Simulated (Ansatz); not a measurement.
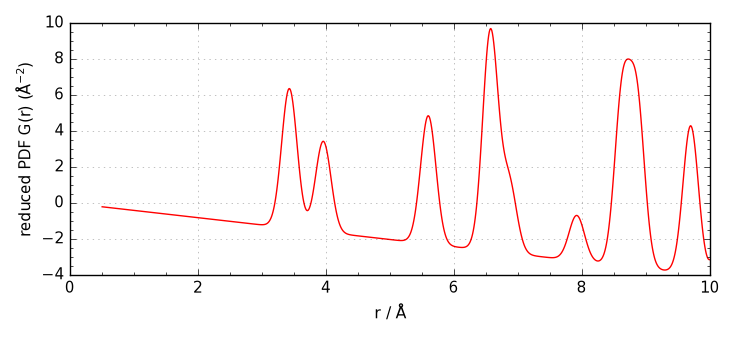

Simulated neutron pair distribution function, G(r) = R(r)/r − 4πρ₀r, summed over the atomic distances of the structure with each pair weighted by the product of the tabulated coherent neutron scattering lengths (natural isotope mix where the element has one); every distance is a Gaussian of σ = 0.12 Å. No termination ripples are included.

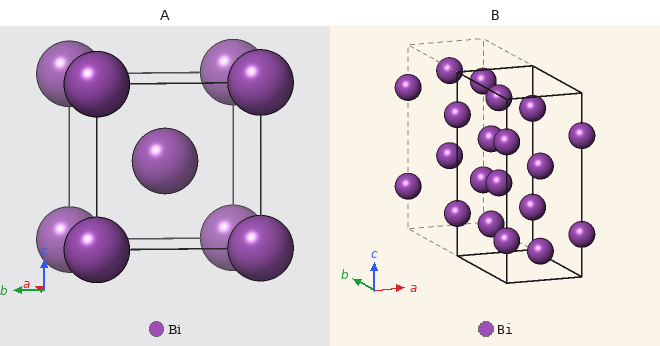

Candidate structures:

A. Bi, a = 3.961 Å, b = 3.961 Å, c = 3.961 Å, α = 90.00°, β = 90.00°, γ = 90.00°, Im-3m

B. Bi, a = 4.513 Å, b = 4.513 Å, c = 12.285 Å, α = 90.00°, β = 90.00°, γ = 120.00°, R-3m

Origins: A, the input geometry of an electronic-structure calculation (not necessarily at equilibrium); the starting structure was generated, so it need not be a known form of this composition; B, the end point of a relaxation at fixed volume with DFT HSE06, scalar-relativistic, plane waves, PAW (Ansatz).

From which structure was the curve computed?

Candidate A, Bi, Im-3m (first clear peaks at 3.43 Å (Bi–Bi) and 3.96 Å (Bi–Bi)). B would give first clear peaks at 3.05 Å (Bi–Bi) and 3.61 Å (Bi–Bi).
